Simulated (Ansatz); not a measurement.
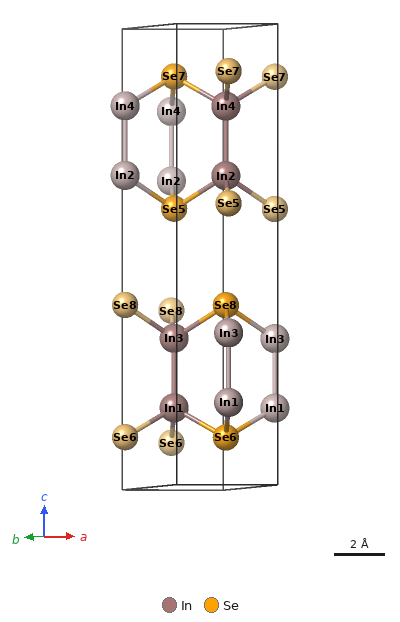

**Figure 1.** The structure of run 1 (ball-and-stick view of the cell of the calculation, seen at an oblique angle; neighbours outside the cell are drawn fainter; atoms are numbered from 1 in the order of the input). An atom can appear more than once, as a periodic image.

**Two runs on InSe**

System: InSe (P6₃/mmc, 8 atoms in the cell).
Method of run 1: DFT PBE, scalar-relativistic, plane waves, PAW, no spin polarisation (Ansatz 0.2.0).

The structure was made by a generator, so it may or may not be a known phase. Text and figures count atoms from 1; the logs count them from 0 in places.

Input, run 1:
```yaml
crystal:
  lattice:
    - [4.086276634, 0.0, 0.0]
    - [-2.043138317, 3.538819372, 0.0]
    - [0.0, 0.0, 18.7098134137]
  atoms:
    - { symbol: In, position: [0.3333333333, 0.6666666667, 0.174545433] }
    - { symbol: In, position: [0.6666666667, 0.3333333333, 0.674545433] }
    - { symbol: In, position: [0.3333333333, 0.6666666667, 0.325454567] }
    - { symbol: In, position: [0.6666666667, 0.3333333333, 0.825454567] }
    - { symbol: Se, position: [0.3333333333, 0.6666666667, 0.6065304898] }
    - { symbol: Se, position: [0.6666666667, 0.3333333333, 0.1065304898] }
    - { symbol: Se, position: [0.3333333333, 0.6666666667, 0.8934695102] }
    - { symbol: Se, position: [0.6666666667, 0.3333333333, 0.3934695102] }
basis:
  ecutwfc: 420
kpoints:
  mp_grid: { grid: [12, 12, 2] }
hamiltonian:
  xc: pbe
scf:
  occupations: { method: gaussian, width: 0.02 }
output:
  forces: true
  stress: true
  eigenvalues: true
  write_density: true
  write_potential: true
  elf: true
  volumetric_format: npy
relax:
  adjacent_minimum: "off"
  f_tol: 0.01
  max_steps: 80
  cell: { stress_tol: 0.05 }
```

Launched with:
```bash
ansatz run input.yaml --threads 1 --pin off --max-ram 2560MiB --backend cpu --events-out ev --progress --plain --runs-dir out
```

Hardware: 1 thread of Intel Xeon @ 2.90GHz (Ice Lake), 16 GiB of memory available, shared host.

Output, shortened to warnings, some set-up lines, iterations and results (run 1):
```
Basis set: ecut = 420 eV, 5223 PW (Γ), exchange–correlation on 60×60×256 points (8 copies of the dense FFT grid, shifted against one another)
Symmetry: 24 space group operations
k-points: 38 of 288
Initial density: superposition of atomic densities (neutral atoms: chi_scale 0, normalization atom), corrected by the library's trained network
[...]
SCF iter   1: F=—  HF=-44271.906957 eV  |F-HF|=—  |Δ(HF+E_count)|=         —  Δρ=1.74e-3  dr2=1.10e-2  ethr=1.77e-3  ⟨swp⟩=6.1  Hψ=10178  notcnv=0
SCF iter   2: F=—  HF=-44271.902671 eV  |F-HF|=—  |Δ(HF+E_count)|=   4.29e-3  Δρ=8.29e-4  dr2=2.37e-3  ethr=9.47e-6  ⟨swp⟩=2.0  Hψ=4683  notcnv=0  defer=290
SCF iter   3: F=—  HF=-44271.902781 eV  |F-HF|=—  |Δ(HF+E_count)|=   1.10e-4  Δρ=3.44e-4  dr2=4.79e-4  ethr=2.04e-6  ⟨swp⟩=3.0  Hψ=3854  notcnv=0  defer=290
SCF iter   4: F=—  HF=-44271.902925 eV  |F-HF|=—  |Δ(HF+E_count)|=   1.45e-4  Δρ=9.44e-5  dr2=2.64e-5  ethr=4.13e-7  ⟨swp⟩=2.0  Hψ=3054  notcnv=0  defer=290
SCF iter   5: F=—  HF=-44271.903078 eV  |F-HF|=—  |Δ(HF+E_count)|=   1.52e-4  Δρ=3.60e-5  dr2=5.13e-6  ethr=2.27e-8  ⟨swp⟩=2.0  Hψ=3814  notcnv=0  defer=290
[...]
SCF 1 converged in 7 iterations: F = -44271.903080 eV  dr2 = 1.15e-8
[...]
SCF iter   3: F=—  HF=-44271.903080 eV  |F-HF|=—  |Δ(HF+E_count)|=   1.99e-8  Δρ=5.61e-7  dr2=1.11e-9  ethr=4.60e-12  ⟨swp⟩=2.4  Hψ=3950  notcnv=0
SCF iter   4: F=—  HF=-44271.903080 eV  |F-HF|=—  |Δ(HF+E_count)|=   3.38e-9  Δρ=1.87e-7  dr2=1.01e-10  ethr=1.00e-12  ⟨swp⟩=2.6  Hψ=4171  notcnv=0
SCF iter   5: F=-44271.903080 eV  HF=-44271.903080 eV  |F-HF|=0.00e0  |Δ(HF+E_count)|=  1.09e-10  Δρ=8.19e-8  dr2=2.68e-11  ethr=1.00e-12  ⟨swp⟩=6.2  Hψ=12165  notcnv=0
SCF 2 converged in 5 iterations: F = -44271.903080 eV  dr2 = 2.68e-11
relax step   2: F+E_penalty+E_count = -44271.90307966 eV  Δ(F+E_penalty+E_count) = -7.152e-9 eV  max|allowed force component| = 7.133e-3 eV/Å  Δτ_max = 0.0000 Å  P = +0.033 …
basis re-selected at this cell: Δ(F+E_penalty+E_count) = -7.152e-9 eV, ΔP = +0.000 GPa vs the last step (what re-selecting the basis moved, of the pressure what is left beyond the Pulay correction that the steps carried, after the strain that the cell walked since its last selection, with what the …
SCF converged after 5 iterations
Free energy (F): -44271.903080 eV
Harris-Foulkes:  -44271.903080 eV  (|F-HF|=0.00e0)
Internal energy: -44271.903080 eV  (E = F + TS)
E sigma→0 (E₀):  -44271.903080 eV
Fermi energy:    5.605698 eV
--- Per-component energies (eV) ---
  E_band       = -2013.177826
  E_kinetic    = 1441.191747
  E_local      = -17612.400813  (includes V_loc(G=0)·N_el)
  E_nonlocal   = -914.021732
  E_hartree    = 8098.518591
  E_xc         = -1275.342705
  E_vxc        = -786.069503  (∫ρ·V_xc dr)
  E_paw        = -24265.640804  (= ΣΔE_a)
  E_vpaw       = -338.912583  (= ΣTr[D̂ρ^β])
  E_aug_tail   = -0.002320  (compensation charges beyond the density's cutoff)
  E_ewald      = -9744.205043
  E_smearing   = -0.000000  (= −TS)
  E_closure    = 0.000000  (closes the sum)
  Σ components = -44271.903080   (vs F -44271.903080, Δ=0.00e0)
--- Forces (eV/Å), atoms counted from 1 ---
  atom   1  In     0.00000000     0.00000000    -0.00449326
  atom   2  In     0.00000000    -0.00000000    -0.00449326
  atom   3  In     0.00000000     0.00000000     0.00449326
  atom   4  In     0.00000000    -0.00000000     0.00449326
  atom   5  Se    -0.00000000    -0.00000000    -0.00713266
  atom   6  Se    -0.00000000    -0.00000000    -0.00713266
  atom   7  Se     0.00000000    -0.00000000     0.00713266
  atom   8  Se     0.00000000    -0.00000000     0.00713266
  max |Σ_I F_I| component: 2.08e-17 eV/Å
--- Stress (GPa, compression-positive) ---
        0.026357       0.000000      -0.000000
        0.000000       0.026357      -0.000000
       -0.000000      -0.000000       0.046626
  P = ⅓ Tr σ = 0.0331 GPa (0.331 kbar)
--- Relaxed structure (1 steps of the walk, 1 accepted, 1 SCFs on fresh bases) ---
  F+E_penalty+E_count = -44271.90307966 eV   max|allowed force component| = 7.133e-3 eV/Å   (the final SCF, on the basis selected at the relaxed cell)
  cell:  # Å, volume = 270.5550 Å³
    - [4.086276634037662, 0.0, 0.0]
    - [-2.043138317018831, 3.5388193719673833, 0.0]
    - [0.0, 0.0, 18.7098134137]
  atoms:
[...]
```

The input of run 2 differs as follows (lines with − go, lines with + come):
```diff
-  occupations: { method: gaussian, width: 0.02 }
+  occupations: { method: fixed }
-  write_density: true
-  write_potential: true
-  elf: true
-  volumetric_format: npy
-  f_tol: 0.01
-  max_steps: 80
-  cell: { stress_tol: 0.05 }
+  f_tol: 0.001
+  max_steps: 60
+  cell: { stress_tol: 0.01 }
```

What does this change do to the results?

The total energy of run 2 is 0.01 meV per atom lower, which comes with the changed settings and measures no stability. The volume per atom goes from 33.82 to 33.68 Å³. The SCF takes 50 iterations over all geometry steps against 12. On the same kind of shared host run 2 took about 5.6 times as long.

Output, shortened to warnings, some set-up lines, iterations and results (run 2):
```
Basis set: ecut = 420 eV, 5223 PW (Γ), exchange–correlation on 60×60×256 points (8 copies of the dense FFT grid, shifted against one another)
Symmetry: 24 space group operations
k-points: 38 of 288
Initial density: superposition of atomic densities (neutral atoms: chi_scale 0, normalization atom), corrected by the library's trained network
[...]
SCF iter   1: F=—  HF=-44271.906967 eV  |F-HF|=—  |Δ(HF+E_count)|=         —  Δρ=1.72e-3  dr2=1.06e-2  ethr=1.77e-3  ⟨swp⟩=4.8  Hψ=8661  notcnv=0  defer=346
SCF iter   2: F=—  HF=-44271.902643 eV  |F-HF|=—  |Δ(HF+E_count)|=   4.32e-3  Δρ=8.25e-4  dr2=2.23e-3  ethr=9.11e-6  ⟨swp⟩=2.0  Hψ=4593  notcnv=0  defer=380
SCF iter   3: F=—  HF=-44271.902829 eV  |F-HF|=—  |Δ(HF+E_count)|=   1.86e-4  Δρ=3.07e-4  dr2=4.36e-4  ethr=1.92e-6  ⟨swp⟩=2.8  Hψ=4428  notcnv=0  defer=380
SCF iter   4: F=—  HF=-44271.902920 eV  |F-HF|=—  |Δ(HF+E_count)|=   9.08e-5  Δρ=1.03e-4  dr2=2.98e-5  ethr=3.76e-7  ⟨swp⟩=2.0  Hψ=3082  notcnv=0  defer=344
SCF iter   5: F=—  HF=-44271.903079 eV  |F-HF|=—  |Δ(HF+E_count)|=   1.59e-4  Δρ=4.58e-5  dr2=7.50e-6  ethr=2.57e-8  ⟨swp⟩=2.0  Hψ=3814  notcnv=0  defer=291
[... 54 lines ...]
SCF iter   3: F=—  HF=-44271.903174 eV  |F-HF|=—  |Δ(HF+E_count)|=   1.34e-5  Δρ=1.98e-6  dr2=5.05e-10  ethr=9.26e-12  ⟨swp⟩=2.0  Hψ=3018  notcnv=0  defer=339
SCF iter   4: F=—  HF=-44271.903175 eV  |F-HF|=—  |Δ(HF+E_count)|=   4.87e-7  Δρ=8.26e-8  dr2=1.56e-11  ethr=1.00e-12  ⟨swp⟩=2.0  Hψ=3297  notcnv=0  defer=339
SCF iter   5: F=-44271.903175 eV  HF=-44271.903175 eV  |F-HF|=2.47e-10  |Δ(HF+E_count)|=  1.16e-10  Δρ=4.86e-8  dr2=1.84e-12  ethr=1.00e-12  ⟨swp⟩=12.1  Hψ=15650  notcnv=0
SCF 7 converged in 5 iterations: F = -44271.903175 eV  dr2 = 1.84e-12
relax step   7: F+E_penalty+E_count = -44271.90317498 eV  Δ(F+E_penalty+E_count) = +1.830e-4 eV  max|allowed force component| = 6.586e-4 eV/Å  Δτ_max = 0.0000 Å  P = -0.003 …
basis re-selected at this cell: Δ(F+E_penalty+E_count) = +1.830e-4 eV, ΔP = +0.000 GPa vs the last step (what re-selecting the basis moved, of the pressure what is left beyond the Pulay correction that the steps carried, after the strain that the cell walked since its last selection, with what the …
SCF converged after 5 iterations
Free energy (F): -44271.903175 eV
Harris-Foulkes:  -44271.903175 eV  (|F-HF|=2.47e-10)
Internal energy: -44271.903175 eV  (E = F + TS)
E sigma→0 (E₀):  -44271.903175 eV
Fermi energy:    5.270745 eV
--- Per-component energies (eV) ---
  E_band       = -2007.714393
  E_kinetic    = 1441.095843
  E_local      = -17509.941911  (includes V_loc(G=0)·N_el)
  E_nonlocal   = -914.015780
  E_hartree    = 8050.041683
  E_xc         = -1275.303462
  E_vxc        = -786.016831  (∫ρ·V_xc dr)
  E_paw        = -24265.641121  (= ΣΔE_a)
  E_vpaw       = -338.916790  (= ΣTr[D̂ρ^β])
  E_aug_tail   = -0.002306  (compensation charges beyond the density's cutoff)
  E_ewald      = -9798.136123
  E_smearing   = -0.000000  (= −TS)
  E_closure    = 0.000000  (closes the sum)
  Σ components = -44271.903175   (vs F -44271.903175, Δ=0.00e0)
--- Forces (eV/Å), atoms counted from 1 ---
  atom   1  In    -0.00000000    -0.00000000    -0.00012379
  atom   2  In     0.00000000     0.00000000    -0.00012379
  atom   3  In    -0.00000000    -0.00000000     0.00012379
  atom   4  In     0.00000000     0.00000000     0.00012379
  atom   5  Se    -0.00000000    -0.00000000     0.00065858
  atom   6  Se     0.00000000     0.00000000     0.00065858
  atom   7  Se    -0.00000000    -0.00000000    -0.00065858
  atom   8  Se     0.00000000     0.00000000    -0.00065858
  max |Σ_I F_I| component: 4.63e-18 eV/Å
--- Stress (GPa, compression-positive) ---
       -0.003052       0.000000       0.000000
        0.000000      -0.003052       0.000000
        0.000000       0.000000      -0.004187
  P = ⅓ Tr σ = -0.0034 GPa (-0.034 kbar)
--- Relaxed structure (6 steps of the walk, 5 accepted, 1 SCFs on fresh bases) ---
[...]
```

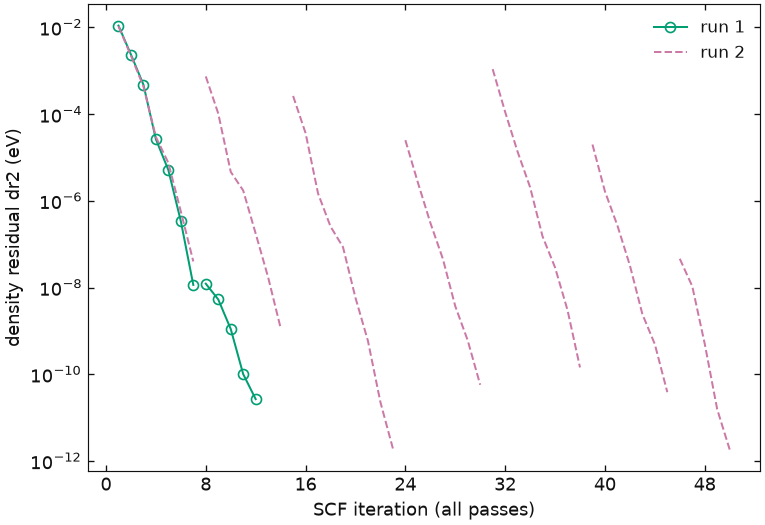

**Figure 2.** Convergence of the two runs: density residual dr2 against the SCF iteration. A break in a curve parts two SCF passes. Run 1 takes 12 iterations in all, and run 2 takes 50.

The two runs side by side:

```csv
quantity,run 1,run 2
outcome,converged,converged
free energy per atom (eV),−5533.9879,−5533.9879
gap on the mesh (eV),0.80,0.77
pressure (GPa),0.03,0.00
volume per atom (Å³),33.82,33.68
largest force (eV/Å),0.007,0.001
SCF iterations,12,50
irreducible k-points,38,38
wall time (shared host),69 s,6.5 min
```
